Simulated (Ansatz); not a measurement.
The structure in question:

```cif
data_structure
_symmetry_space_group_name_H-M 'P 1'
_symmetry_Int_Tables_number 1
_cell_length_a 2.8781
_cell_length_b 5.3571
_cell_length_c 2.7387
_cell_angle_alpha 90.000
_cell_angle_beta 90.000
_cell_angle_gamma 90.000
_cell_volume 42.23
loop_
_atom_site_label
_atom_site_type_symbol
_atom_site_fract_x
_atom_site_fract_y
_atom_site_fract_z
_atom_site_occupancy
Ge1 Ge 0.50000 0.50000 0.00000 1
Ge2 Ge 0.00000 0.00000 0.00000 1
```

Say what kind of structure these coordinates give.

Answer. The element is germanium. Space group: Cmmm (No. 65). Lattice: base-centred orthorhombic. The cell holds two atoms. Counting atoms within bonding range gives coordination numbers of Ge 4.

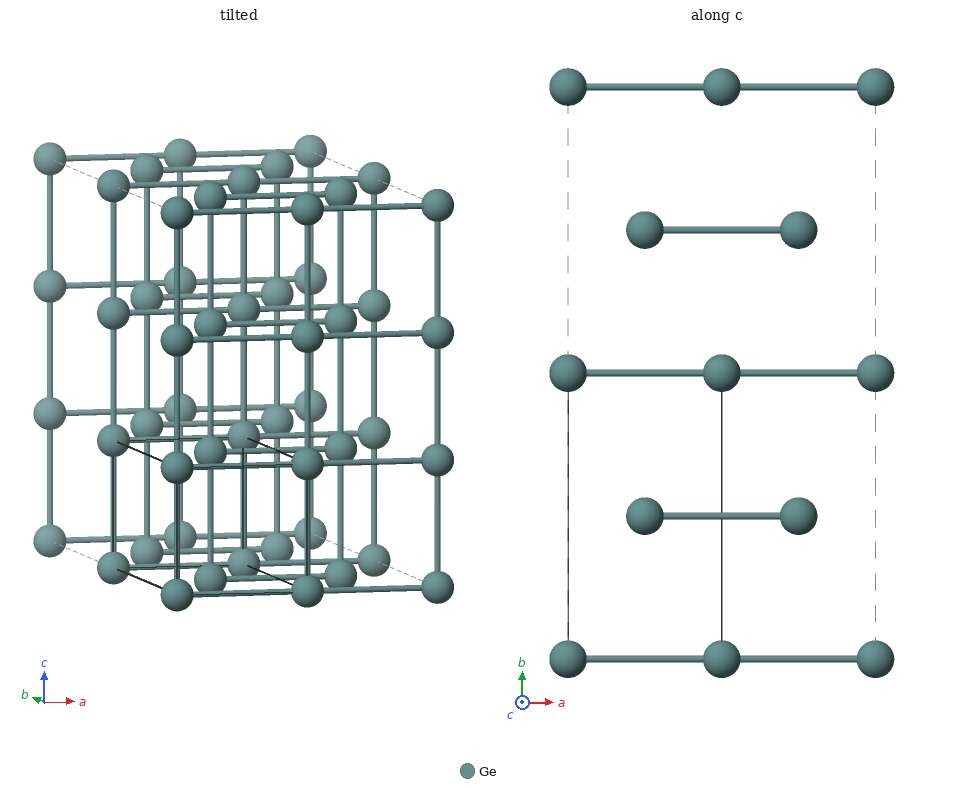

Ball-and-stick drawing of the structure, looking slightly off an axis and along the c axis. Solid lines give the conventional unit cell, repeated here 2×2×3 times. Colours: germanium teal.

The initial geometry was a structure listed in the Materials Project. The cell was then strained or its atoms displaced on purpose. It was run through Ansatz as a DFT input.

At this level of theory the run's own cell isn't at rest (stretched, at -7 GPa), so its distances can differ from those at equilibrium, the more so the softer the solid.
